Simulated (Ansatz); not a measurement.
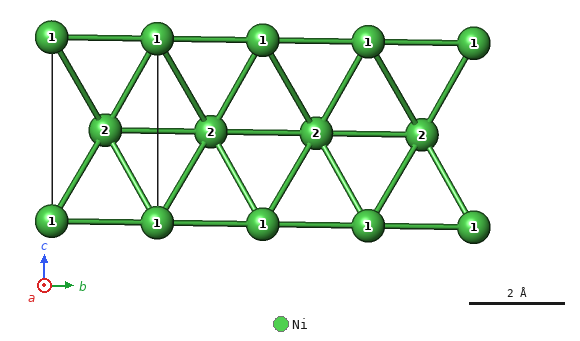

Crystalline Ni (set up in P-1), before the relaxation. The picture is a ball-and-stick view of the cell of the calculation, repeated 1 × 4 × 1 with one cell outlined, seen along the a axis.

The run lets cell and atoms move, from this start: cell sheared at random, sigma 0.01, atoms nudged by 0.01 A.

The calculation used Ansatz, Kohn-Sham DFT of a periodic cell, PBE, Ansatz PAW.

Input file:
```yaml
crystal:
  lattice:
    - [-1.3842675, 1.40274018, 1.421232]
    - [1.35091165, -1.37986243, 1.3649984]
    - [2.73345981, 2.78088327, -0.01047811]
  atoms:
    - { symbol: Ni, position: [0.00325222, 0.99599756, 0.0006908], spin: 1.0 }
    - { symbol: Ni, position: [0.49674778, 0.50400244, 0.4993092], spin: 1.0 }
hamiltonian:
  xc: pbe
  pseudopotentials: { kind: paw }
magnetization:
  spin_polarized: true
kpoints:
  mp_grid: { grid: [8, 9, 5] }
scf:
  occupations: { method: fermi_dirac, width: 0.05 }
output:
  forces: true
  stress: true
  eigenvalues: true
  write_density: true
  write_potential: true
  elf: true
  volumetric_format: npy
relax:
  f_tol: 0.01
  max_steps: 40
  cell: { stress_tol: 0.05, p_target: 10.0 }
```

Run as
```bash
ansatz run input.yaml --threads 2 --pin off --max-ram 5632MiB --backend cpu --events-out ev --progress --plain --runs-dir out
```

Predict the outcome.

The largest moves relative to the cell, 0.013 Å, are those of Ni1 and Ni2. Ni1 goes roughly along [−3 3 −1]. The drawn cell changes as follows: a 2.430 → 2.457 Å (+1.1 %), b 2.365 → 2.450 Å (+3.6 %), c 3.899 → 3.460 Å (−11.3 %), α 91.0° → 90.0°, β 89.4° → 90.0°, γ 108.9° → 90.0°; the volume changes by −1.7 %. Some distances before and after: Ni1–Ni1 2.787 → 3.469 Å, Ni1–Ni2 2.806 → 2.450 Å, Ni1–Ni2 (another image) 2.758 → 2.450 Å, Ni1–Ni2 (another image) 2.719 → 2.450 Å. The space group (tolerance 0.01 Å) goes from P-1 (No. 2) to I4/mmm (No. 139). After 15 accepted moves (18 points after the start) the energy has fallen by 100 meV per atom. With the target pressure of 10 GPa, the enthalpy E + pV changes by −112 meV per atom. The largest force component goes from 0.051 to under 0.0001 eV/Å. Pressure: 7.81 GPa at the start and 10.00 GPa at the end. At 3 points the geometry stayed and the basis and grid were re-selected for the new cell (energy shift of 17.9 meV per atom at most each time).

The end point in the same view:

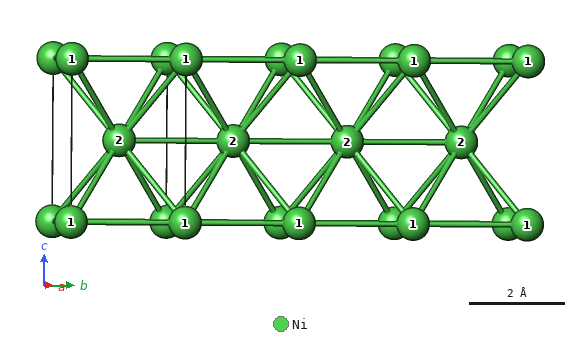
